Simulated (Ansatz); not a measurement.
Geometry relaxation, with input and output: TaN

The run: geometry relaxation of TaN (8 atoms in the cell). Method and program: DFT PBE, scalar-relativistic, plane waves, PAW, no spin polarisation (Ansatz 0.2.0).

The structure derives from an entry of the Crystallography Open Database. It belongs to a series of runs on one base structure; here: film's bulk on the substrate's plane, third vector and atoms relaxed. Figures and captions count atoms from 1; the log counts them from 0 in places.

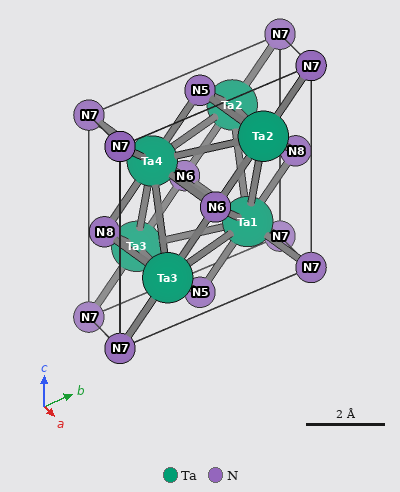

**Figure 1.** The starting structure (ball-and-stick view of the reduced cell, seen slightly off an axis; atoms are numbered from 1 in the order of the input).

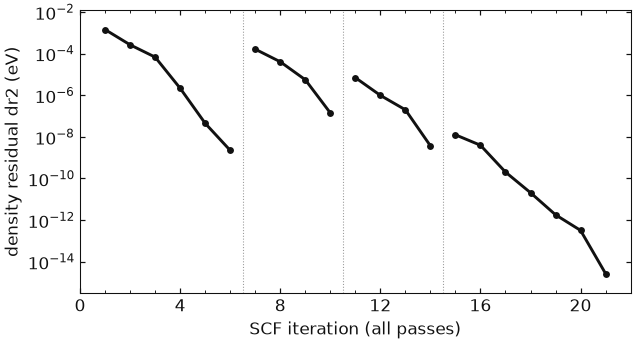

**Figure 2.** Convergence of the self-consistent field: density residual dr2 against the SCF iteration. The dotted lines part the SCF passes of the relaxation: geometry steps, rejected trials and re-solves on a re-selected basis. The passes take 6, 4, 4 and 7 iterations.

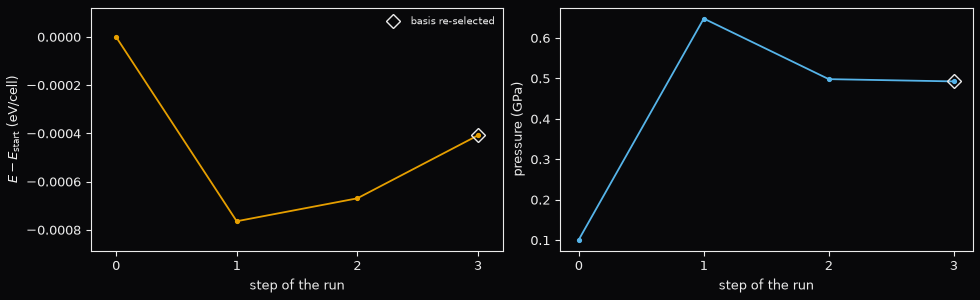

**Figure 3.** Progress of the relaxation, step by step (the first geometry is step 0 here and step 1 in the log). Over 2 geometry steps the energy falls by 0.7 meV per cell of the calculation. All forces vanish by symmetry, so only the cell relaxes. The pressure goes from 0.10 to 0.49 GPa. No atom moves by more than 0.005 Å relative to the cell. Cell: a 3.124 → 3.119 Å (−0.2 %), b = c 5.408 → 5.410 Å (0.0 %). Volume −0.1 %. Among the contacts that change: Ta1–Ta1 3.124 → 3.119 Å. The space group stays Fm-3m (No. 225). A last SCF at the same geometry on a re-selected plane-wave basis shifts the energy by +0.3 meV per cell of the calculation. (Atoms are counted from 1 in the order of the input.)

The input and output of the run follow.

## The input
```yaml
crystal:
  lattice:
    - [6.2432735681, 0.0, 0.0]
    - [-3.121636784, 5.4068335127, 0.0]
    - [-1.560818392, 0.9011389188, 2.5521201403]
  atoms:
    - { symbol: Ta, position: [0.25, 0.25, 0.5] }
    - { symbol: Ta, position: [0.75, 0.25, 0.5] }
    - { symbol: Ta, position: [0.25, 0.75, 0.5] }
    - { symbol: Ta, position: [0.75, 0.75, 0.5] }
    - { symbol: "N", position: [0.0, 0.5, 0.0] }
    - { symbol: "N", position: [0.5, 0.5, 0.0] }
    - { symbol: "N", position: [0.0, 0.0, 0.0] }
    - { symbol: "N", position: [0.5, 0.0, 0.0] }
basis:
  ecutwfc: 420
kpoints:
  mp_grid: { grid: [6, 6, 13] }
hamiltonian:
  xc: pbe
scf:
  occupations: { method: gaussian, width: 0.1 }
output:
  forces: true
  stress: true
  eigenvalues: true
relax:
  adjacent_minimum: "off"
  f_tol: 0.01
  max_steps: 50
  cell: { fix: [a, b, gamma], stress_tol: 0.1 }
```

Run as:
```bash
ansatz run input.yaml --threads 8 --pin off --max-ram 20480MiB --backend cpu --events-out ev --progress --plain --runs-dir out
```

## Log
```
Engine: ansatz 0.2.0, x86_64-unknown-linux-gnu
Pseudopotentials: kind: paw
Pseudopotential: Ta, paw, valence charge 13, recommended cutoff 420 eV (normal), Ta.paw.azcp
Pseudopotential: N, paw, valence charge 5, recommended cutoff 420 eV (normal), N.paw.azcp
Functional definition: PBE
  parameter kappa = 0.804
  parameter beta = 0.06672455060314922
  exchange = pbe_x(kappa = kappa, mu = beta*pi^2/3)
  correlation = pbe_c(beta = beta)
Crystal: 8 atoms, lattice volume = 86.150 Å³
Basis set: ecut = 420 eV, 1675 PW (Γ), exchange–correlation on 90×90×48 points (8 copies of the dense FFT grid, shifted against one another)
Bands: 44, of which v1, the nominal top of the filled ones, is band 36 counted from 1 (35 counted from 0)
Symmetry: 16 space group operations
Space group: R-3m (ITA 166), of the structure as read, at distance tolerance 4.4e-5 Å
k-points: 139 of 468
Non-local potential: Ta, projectors of the file, l = 0: 3, l = 1: 2, l = 2: 2, l = 3: 1
Non-local potential: N, projectors of the file, l = 0: 2, l = 1: 2, l = 2: 1
PAW form: soft (Blöchl's): semilocal exchange-correlation on the pseudo side does not see the compensation charge
PAW one-centre angular grid: Ta, 590 points (default); XC on 64 Gauss nodes
PAW one-centre angular grid: N, 110 points (default); XC on 64 Gauss nodes
Initial density: superposition of atomic densities (neutral atoms: chi_scale 0, normalization atom), corrected by the library's trained network
Initial wavefunctions: pseudopotential atomic-orbital guess
Functional: x = pbe(κ = 0.804, μ = 0.2195149727645171), c = pbe(β = 0.06672455060314922)
SCF iter   1: F=—  HF=-41271.680051 eV  |F-HF|=—  |Δ(HF+E_count)|=         —  Δρ=1.84e-3  dr2=1.42e-3  ethr=1.77e-3  ⟨swp⟩=5.4  Hψ=23258  notcnv=0
preconditioner: auto → Kerker (q_TF=auto, 2.648 Å⁻¹)  [metal: Δε(μ)=0.003 eV  Ē_g=9.551 eV  σ=0.100 eV  W_gap=0.02  n_scr=30 (ndim 8)  ℏωp=25.3 eV  f_vac=0.000  D(μ)=3.35/eV (n_scr^D=30)]
SCF iter   2: F=—  HF=-41271.679577 eV  |F-HF|=—  |Δ(HF+E_count)|=   4.73e-4  Δρ=1.01e-3  dr2=2.63e-4  ethr=1.98e-6  ⟨swp⟩=2.0  Hψ=12255  notcnv=0
SCF iter   3: F=—  HF=-41271.680009 eV  |F-HF|=—  |Δ(HF+E_count)|=   4.32e-4  Δρ=4.24e-4  dr2=6.74e-5  ethr=3.66e-7  ⟨swp⟩=2.0  Hψ=8629  notcnv=0
SCF iter   4: F=—  HF=-41271.680058 eV  |F-HF|=—  |Δ(HF+E_count)|=   4.88e-5  Δρ=5.69e-5  dr2=2.15e-6  ethr=9.36e-8  ⟨swp⟩=2.0  Hψ=8196  notcnv=0
iter 5 did not close the SCF: its close was put off for the readings that it lacked (scf_convergence_deferred on its scf_iter line)
SCF iter   5: F=-41271.680059 eV  HF=-41271.680059 eV  |F-HF|=5.01e-9  |Δ(HF+E_count)|=   5.79e-7  Δρ=9.50e-6  dr2=4.45e-8  ethr=2.99e-9  ⟨swp⟩=2.0  Hψ=8541  notcnv=0
SCF iter   6: F=-41271.680059 eV  HF=-41271.680059 eV  |F-HF|=7.28e-10  |Δ(HF+E_count)|=   2.14e-8  Δρ=2.13e-6  dr2=2.23e-9  ethr=6.18e-11  ⟨swp⟩=6.3  Hψ=23542  notcnv=0
SCF 1 converged in 6 iterations: F = -41271.680059 eV  dr2 = 2.23e-9
  greatest PAW one-centre occupation: 0.999 electrons in one spin orbital (limit 2), on the Ta atom at site 3 (counted from 0), in its partial waves of l = 0
relax step   1: F+E_penalty+E_count = -41271.68005879 eV  Δ(F+E_penalty+E_count) = +0.000e0 eV  max|allowed force component| = 2.423e-26 eV/Å  Δτ_max = 0.0000 Å  P = +0.101 GPa  Ω = 86.150 Å³  fix = [a, b, gamma]  reactions: a +0.401, b +0.401 GPa; gamma -0.394 GPa/rad  (6 SCF iters, dr2 threshold 1.00e-7 eV, accepted)
Crystal: 8 atoms, lattice volume = 86.010 Å³
Initial density: handed on by an earlier stage of this run
Initial wavefunctions: those handed on with the density
iter 1 solved again at ethr=1.79e-7 eV; its pass at ethr=3.10e-3 eV (dr2=1.29e-4 eV) is discarded
SCF iter   1: F=—  HF=-41271.680878 eV  |F-HF|=—  |Δ(HF+E_count)|=         —  Δρ=4.75e-4  dr2=1.62e-4  ethr=1.79e-7  ⟨swp⟩=3.1  Hψ=28661  notcnv=0
preconditioner: auto → Kerker (q_TF=auto, 2.649 Å⁻¹)  [metal: Δε(μ)=0.012 eV  Ē_g=9.569 eV  σ=0.100 eV  W_gap=0.07  n_scr=30 (ndim 8)  ℏωp=25.3 eV  f_vac=0.000  D(μ)=3.30/eV (n_scr^D=30)]
SCF iter   2: F=—  HF=-41271.680839 eV  |F-HF|=—  |Δ(HF+E_count)|=   3.95e-5  Δρ=2.33e-4  dr2=4.03e-5  ethr=1.79e-7  ⟨swp⟩=2.0  Hψ=8439  notcnv=0
SCF iter   3: F=—  HF=-41271.680825 eV  |F-HF|=—  |Δ(HF+E_count)|=   1.41e-5  Δρ=7.58e-5  dr2=5.52e-6  ethr=5.59e-8  ⟨swp⟩=2.6  Hψ=9149  notcnv=0
SCF iter   4: F=-41271.680823 eV  HF=-41271.680823 eV  |F-HF|=8.30e-9  |Δ(HF+E_count)|=   1.85e-6  Δρ=1.84e-5  dr2=1.41e-7  ethr=1.11e-9  ⟨swp⟩=4.4  Hψ=25326  notcnv=0
SCF 2 converged in 4 iterations: F = -41271.680823 eV  dr2 = 1.41e-7
relax step   2: F+E_penalty+E_count = -41271.68082272 eV  Δ(F+E_penalty+E_count) = -7.639e-4 eV  max|allowed force component| = 5.816e-26 eV/Å  Δτ_max = 0.0000 Å  P = +0.648 GPa  Ω = 86.010 Å³  energy of the carried Pulay correction = +4.357e-4 eV  fix = [a, b, gamma]  reactions: a +0.875, b +0.875 GPa; gamma -0.912 GPa/rad  (4 SCF iters, dr2 threshold 8.00e-7 eV, accepted)
Crystal: 8 atoms, lattice volume = 86.049 Å³
iter 1 solved again at ethr=8.58e-9 eV; its pass at ethr=3.10e-3 eV (dr2=6.18e-6 eV) is discarded
SCF iter   1: F=—  HF=-41271.680729 eV  |F-HF|=—  |Δ(HF+E_count)|=         —  Δρ=9.50e-5  dr2=6.98e-6  ethr=8.58e-9  ⟨swp⟩=3.1  Hψ=28897  notcnv=0
preconditioner: auto → Kerker (q_TF=auto, 2.648 Å⁻¹)  [metal: Δε(μ)=0.011 eV  Ē_g=9.564 eV  σ=0.100 eV  W_gap=0.06  n_scr=30 (ndim 8)  ℏωp=25.3 eV  f_vac=0.000  D(μ)=3.32/eV (n_scr^D=30)]
SCF iter   2: F=—  HF=-41271.680728 eV  |F-HF|=—  |Δ(HF+E_count)|=   7.79e-7  Δρ=3.68e-5  dr2=9.82e-7  ethr=8.58e-9  ⟨swp⟩=2.0  Hψ=8694  notcnv=0
SCF iter   3: F=—  HF=-41271.680728 eV  |F-HF|=—  |Δ(HF+E_count)|=   2.29e-7  Δρ=1.53e-5  dr2=1.99e-7  ethr=1.36e-9  ⟨swp⟩=2.1  Hψ=7308  notcnv=0
SCF iter   4: F=-41271.680728 eV  HF=-41271.680728 eV  |F-HF|=5.82e-10  |Δ(HF+E_count)|=   5.93e-8  Δρ=2.50e-6  dr2=3.70e-9  ethr=1.31e-10  ⟨swp⟩=4.6  Hψ=19782  notcnv=0
SCF 3 converged in 4 iterations: F = -41271.680728 eV  dr2 = 3.70e-9
relax step   3: F+E_penalty+E_count = -41271.68072794 eV  Δ(F+E_penalty+E_count) = +9.478e-5 eV  max|allowed force component| = 5.253e-27 eV/Å  Δτ_max = 0.0000 Å  P = +0.498 GPa  Ω = 86.049 Å³  energy of the carried Pulay correction = +3.164e-4 eV  fix = [a, b, gamma]  reactions: a +0.742, b +0.742 GPa; gamma -0.833 GPa/rad  (4 SCF iters, dr2 threshold 9.44e-8 eV, accepted)
Initial wavefunctions: pseudopotential atomic-orbital guess (no wavefunctions were taken with the density)
iter 1 solved again at ethr=2.88e-8 eV; its pass at ethr=3.10e-3 eV (dr2=2.08e-5 eV) is discarded
SCF iter   1: F=—  HF=-41271.680466 eV  |F-HF|=—  |Δ(HF+E_count)|=         —  Δρ=9.33e-6  dr2=1.25e-8  ethr=2.88e-8  ⟨swp⟩=3.8  Hψ=41628  notcnv=0
SCF iter   2: F=—  HF=-41271.680467 eV  |F-HF|=—  |Δ(HF+E_count)|=   8.39e-7  Δρ=5.04e-6  dr2=3.94e-9  ethr=1.73e-11  ⟨swp⟩=2.9  Hψ=11641  notcnv=0
iter 3 did not close the SCF: its close was put off for the readings that it lacked (scf_convergence_deferred on its scf_iter line)
SCF iter   3: F=-41271.680467 eV  HF=-41271.680467 eV  |F-HF|=4.37e-11  |Δ(HF+E_count)|=   7.36e-9  Δρ=5.64e-7  dr2=2.03e-10  ethr=5.47e-12  ⟨swp⟩=2.0  Hψ=8842  notcnv=0
iter 4 did not close the SCF: its close was put off for the readings that it lacked (scf_convergence_deferred on its scf_iter line)
SCF iter   4: F=-41271.680467 eV  HF=-41271.680467 eV  |F-HF|=2.91e-11  |Δ(HF+E_count)|=  1.46e-11  Δρ=1.58e-7  dr2=2.07e-11  ethr=1.00e-12  ⟨swp⟩=1.0  Hψ=6116  notcnv=0
iter 5 did not close the SCF: its close was put off for the readings that it lacked (scf_convergence_deferred on its scf_iter line)
SCF iter   5: F=-41271.680467 eV  HF=-41271.680467 eV  |F-HF|=3.64e-11  |Δ(HF+E_count)|=  1.46e-11  Δρ=5.49e-8  dr2=1.80e-12  ethr=1.00e-12  ⟨swp⟩=1.0  Hψ=6116  notcnv=0
iter 6 did not close the SCF: its close was put off for the readings that it lacked (scf_convergence_deferred on its scf_iter line)
SCF iter   6: F=-41271.680467 eV  HF=-41271.680467 eV  |F-HF|=1.46e-11  |Δ(HF+E_count)|=  2.91e-11  Δρ=2.12e-8  dr2=3.20e-13  ethr=1.00e-12  ⟨swp⟩=1.0  Hψ=6116  notcnv=0
SCF iter   7: F=-41271.680467 eV  HF=-41271.680467 eV  |F-HF|=0.00e0  |Δ(HF+E_count)|=  7.28e-12  Δρ=1.92e-9  dr2=2.69e-15  ethr=1.00e-12  ⟨swp⟩=2.2  Hψ=14004  notcnv=0
SCF 4 converged in 7 iterations: F = -41271.680467 eV  dr2 = 2.69e-15
relax step   4: F+E_penalty+E_count = -41271.68046710 eV  Δ(F+E_penalty+E_count) = +2.608e-4 eV  max|allowed force component| = 1.263e-27 eV/Å  Δτ_max = 0.0000 Å  P = +0.493 GPa  Ω = 86.049 Å³  fix = [a, b, gamma]  reactions: a +0.739, b +0.739 GPa; gamma -0.832 GPa/rad  stress off target by 1.53e-2 GPa on what of the cell is left free  SCF on the basis re-selected at this cell (its energy is not comparable with the rows above)  (7 SCF iters)
basis re-selected at this cell: Δ(F+E_penalty+E_count) = +2.608e-4 eV, ΔP = -0.006 GPa vs the last step (what re-selecting the basis moved, of the pressure what is left beyond the Pulay correction that the steps carried, after the strain that the cell walked since its last selection, with what the two solves' SCF thresholds leave and, on support functions, any second-order correction that the steps lacked; it is no measure of the basis error at this ecutwfc). This SCF's stress stands 1.53e-2 GPa from its target on what of the cell is left free (relax.cell.stress_tol is 1.00e-1 GPa) and its largest allowed force component is 1.26e-27 eV/Å (relax.f_tol is 1.00e-2 eV/Å): within both
SCF converged after 7 iterations
Free energy (F): -41271.680467 eV
Harris-Foulkes:  -41271.680467 eV  (|F-HF|=0.00e0)
Internal energy: -41271.663855 eV  (E = F + TS)
E sigma→0 (E₀):  -41271.672161 eV
Entropy (-TS):   -0.016612 eV (-2.077 meV/atom)
Fermi energy:    21.399351 eV
--- Per-component energies (eV) ---
  E_band       = -194.283372
  E_kinetic    = 2002.081460
  E_local      = -2364.226679  (includes V_loc(G=0)·N_el)
  E_nonlocal   = 239.375135
  E_hartree    = 794.400458
  E_xc         = -1119.968101
  E_vxc        = -1129.879911  (∫ρ·V_xc dr)
  E_paw        = -34096.969731  (= ΣΔE_a)
  E_vpaw       = -530.434914  (= ΣTr[D̂ρ^β])
  E_aug_tail   = 0.000619  (compensation charges beyond the density's cutoff)
  E_ewald      = -6726.357017
  E_smearing   = -0.016612  (= −TS)
  E_closure    = 0.000000  (closes the sum)
  Σ components = -41271.680467   (vs F -41271.680467, Δ=0.00e0)
--- Forces (eV/Å), atoms counted from 1 ---
  atom   1  Ta     0.00000000     0.00000000    -0.00000000
  atom   2  Ta     0.00000000    -0.00000000     0.00000000
  atom   3  Ta     0.00000000     0.00000000    -0.00000000
  atom   4  Ta     0.00000000     0.00000000     0.00000000
  atom   5  N     -0.00000000     0.00000000     0.00000000
  atom   6  N     -0.00000000     0.00000000    -0.00000000
  atom   7  N      0.00000000     0.00000000     0.00000000
  atom   8  N      0.00000000     0.00000000     0.00000000
  max |Σ_I F_I| component: 2.82e-27 eV/Å
--- Stress (GPa, compression-positive) ---
        0.563914       0.303639       0.013440
        0.303639       0.914526      -0.007760
        0.013440      -0.007760      -0.000161
  P = ⅓ Tr σ = 0.4928 GPa (4.928 kbar)
--- Band table (eV; the first three rows and the last of 139) ---
  k-point 0: bands = ["-48.0481", "-47.9949", "-47.9949", "-47.9775", "-15.1204", "-15.1204", "-14.9991", "-14.5725", "-14.5700", "-14.3812", "-14.3812", "-14.3768", "-14.3768", "-14.3025", "-14.3005", "-14.2985", "2.6844", "3.9096", "5.6158", "5.6158", "11.1608", "11.1608", "13.9329", "13.9329", "13.9424", "13.9424", "14.7972", "16.0584", "16.8222", "16.8284", "17.6353", "17.6408", "17.6453", "19.3615", "19.3696", "19.3823", "21.5057", "21.5247", "22.8394", "23.3034", "23.3034", "23.3124", "23.3124", "23.3891"]
  k-point 1: bands = ["-48.0451", "-47.9938", "-47.9938", "-47.9784", "-15.0984", "-15.0984", "-14.9802", "-14.5874", "-14.5617", "-14.4064", "-14.4064", "-14.3915", "-14.3915", "-14.3504", "-14.3058", "-14.3050", "2.8228", "3.9949", "5.4992", "5.4992", "11.3676", "11.3676", "14.0012", "14.0012", "14.0640", "14.0640", "14.6520", "15.6483", "16.5830", "16.9223", "17.1649", "17.1653", "17.2348", "19.5930", "19.5967", "19.6669", "22.0667", "22.0865", "22.4909", "22.4909", "23.2743", "23.3838", "23.3838", "23.4210"]
  k-point 2: bands = ["-48.0367", "-47.9910", "-47.9910", "-47.9811", "-15.0396", "-15.0396", "-14.9418", "-14.6202", "-14.5315", "-14.4875", "-14.4817", "-14.4817", "-14.4229", "-14.4229", "-14.3187", "-14.3175", "3.2159", "4.2368", "5.1934", "5.1934", "11.9484", "11.9484", "14.1512", "14.1803", "14.1803", "14.4259", "14.4259", "15.0262", "15.5817", "15.9997", "16.2704", "16.2722", "18.0400", "20.0611", "20.1056", "20.1128", "21.1042", "21.1042", "23.3474", "23.3694", "23.5704", "23.5704", "23.5944", "23.5944"]
  k-point 138: bands = ["-47.9993", "-47.9908", "-47.9773", "-47.9773", "-14.9011", "-14.8700", "-14.8163", "-14.8163", "-14.7649", "-14.7649", "-14.6521", "-14.5896", "-14.5896", "-14.5692", "-14.3972", "-14.3644", "4.5555", "4.5555", "4.7924", "4.9777", "12.3630", "12.5060", "14.0023", "14.0023", "14.2980", "14.3116", "14.6826", "14.6826", "14.7323", "14.7475", "14.7475", "14.9474", "20.8179", "20.8179", "21.5484", "21.6737", "21.6737", "21.7566", "22.2081", "22.3059", "22.7527", "23.3208", "24.1312", "24.6309"]
--- Relaxed structure (3 steps of the walk, 3 accepted, 1 SCFs on fresh bases) ---
  F+E_penalty+E_count = -41271.68046710 eV   max|allowed force component| = 1.263e-27 eV/Å   (the final SCF, on the basis selected at the relaxed cell)
  cell:  # Å, volume = 86.0486 Å³
    - [6.243271834881798, 1.0006345134587098e-6, 0.0046520399361174875]
    - [-3.1216350508160113, 5.406832512085608, -0.004652039963964793]
    - [-1.5589161572773929, 0.9000406630708913, 2.547560025493974]
  atoms:
    - { symbol: Ta, position: [0.2500000000000001, 0.25000000000000006, 0.5000000000000001] }
    - { symbol: Ta, position: [0.7500000000000002, 0.25, 0.5] }
    - { symbol: Ta, position: [0.2500000000000001, 0.7500000000000001, 0.5] }
    - { symbol: Ta, position: [0.7500000000000002, 0.7500000000000001, 0.5000000000000001] }
    - { symbol: N, position: [6.911788849595091e-18, 0.5000000000000001, 0.0] }
    - { symbol: N, position: [0.5000000000000001, 0.5000000000000001, 1.5820165741876644e-19] }
    - { symbol: N, position: [2.2014860154813928e-36, 2.18018616742821e-36, 5.895618883116797e-37] }
    - { symbol: N, position: [0.5000000000000001, 0.0, -1.0842021724855044e-19] }
```

## Trajectory as extended XYZ (Å, eV, eV/Å), 4 frames, from step=1 to step=4
```
8
Lattice="6.2433 0.0000 0.0000 -3.1216 5.4068 0.0000 -1.5608 0.9011 2.5521" Properties=species:S:1:pos:R:3:forces:R:3 step=1 energy=-41271.68006 pressure_GPa=0.10
Ta    0.0000    1.8023    1.2761    0.0000   0.0000   0.0000
Ta    3.1216    1.8023    1.2761    0.0000   0.0000   0.0000
Ta   -1.5608    4.5057    1.2761    0.0000   0.0000   0.0000
Ta    1.5608    4.5057    1.2761    0.0000   0.0000   0.0000
N    -1.5608    2.7034    0.0000    0.0000   0.0000   0.0000
N     1.5608    2.7034    0.0000    0.0000   0.0000   0.0000
N     0.0000    0.0000    0.0000    0.0000   0.0000   0.0000
N     3.1216    0.0000    0.0000    0.0000   0.0000   0.0000
8
Lattice="6.2433 0.0000 0.0047 -3.1216 5.4068 -0.0047 -1.5589 0.9000 2.5464" Properties=species:S:1:pos:R:3:forces:R:3 step=2 energy=-41271.68082 pressure_GPa=0.65
Ta    0.0010    1.8017    1.2732    0.0000   0.0000   0.0000
Ta    3.1226    1.8017    1.2755    0.0000   0.0000   0.0000
Ta   -1.5599    4.5051    1.2709    0.0000   0.0000   0.0000
Ta    1.5618    4.5051    1.2732    0.0000   0.0000   0.0000
N    -1.5608    2.7034   -0.0023    0.0000   0.0000   0.0000
N     1.5608    2.7034    0.0000    0.0000   0.0000   0.0000
N     0.0000    0.0000    0.0000    0.0000   0.0000   0.0000
N     3.1216    0.0000    0.0023    0.0000   0.0000   0.0000
8
Lattice="6.2433 0.0000 0.0047 -3.1216 5.4068 -0.0047 -1.5589 0.9000 2.5476" Properties=species:S:1:pos:R:3:forces:R:3 step=3 energy=-41271.68073 pressure_GPa=0.50
Ta    0.0010    1.8017    1.2738    0.0000   0.0000   0.0000
Ta    3.1226    1.8017    1.2761    0.0000   0.0000   0.0000
Ta   -1.5599    4.5051    1.2715    0.0000   0.0000   0.0000
Ta    1.5618    4.5051    1.2738    0.0000   0.0000   0.0000
N    -1.5608    2.7034   -0.0023    0.0000   0.0000   0.0000
N     1.5608    2.7034    0.0000    0.0000   0.0000   0.0000
N     0.0000    0.0000    0.0000    0.0000   0.0000   0.0000
N     3.1216    0.0000    0.0023    0.0000   0.0000   0.0000
8
Lattice="6.2433 0.0000 0.0047 -3.1216 5.4068 -0.0047 -1.5589 0.9000 2.5476" Properties=species:S:1:pos:R:3:forces:R:3 step=4 energy=-41271.68047 pressure_GPa=0.49
Ta    0.0010    1.8017    1.2738    0.0000   0.0000   0.0000
Ta    3.1226    1.8017    1.2761    0.0000   0.0000   0.0000
Ta   -1.5599    4.5051    1.2715    0.0000   0.0000   0.0000
Ta    1.5618    4.5051    1.2738    0.0000   0.0000   0.0000
N    -1.5608    2.7034   -0.0023    0.0000   0.0000   0.0000
N     1.5608    2.7034    0.0000    0.0000   0.0000   0.0000
N     0.0000    0.0000    0.0000    0.0000   0.0000   0.0000
N     3.1216    0.0000    0.0023    0.0000   0.0000   0.0000
```

## Key numbers

| quantity | value |
| --- | --- |
| outcome | converged |
| space group (tolerance 0.01 Å) | Fm-3m (225) |
| electrons treated | 72 |
| free energy | −41271.6805 eV |
| Fermi energy | 21.399 eV |
| gap on the k-point mesh | none (metallic) |
| pressure | 0.49 GPa |
| final volume | 86.05 Å³ |
| largest force (length of the vector) at the end | under 0.001 eV/Å |
| final cell | a = 6.243 Å, b = 6.243 Å, c = 3.119 Å, α = 60.06°, β = 119.94°, γ = 120.00° |
| hardware | 8 threads of Intel Xeon @ 2.50GHz (Skylake/Cascade Lake), 32 GiB of memory available, shared host |
| wall time | 15 s (CPU time 1.9 min) |
| peak memory | 0.86 GiB |

## Notes

Spin–orbit coupling is left out, which matters for Ta.
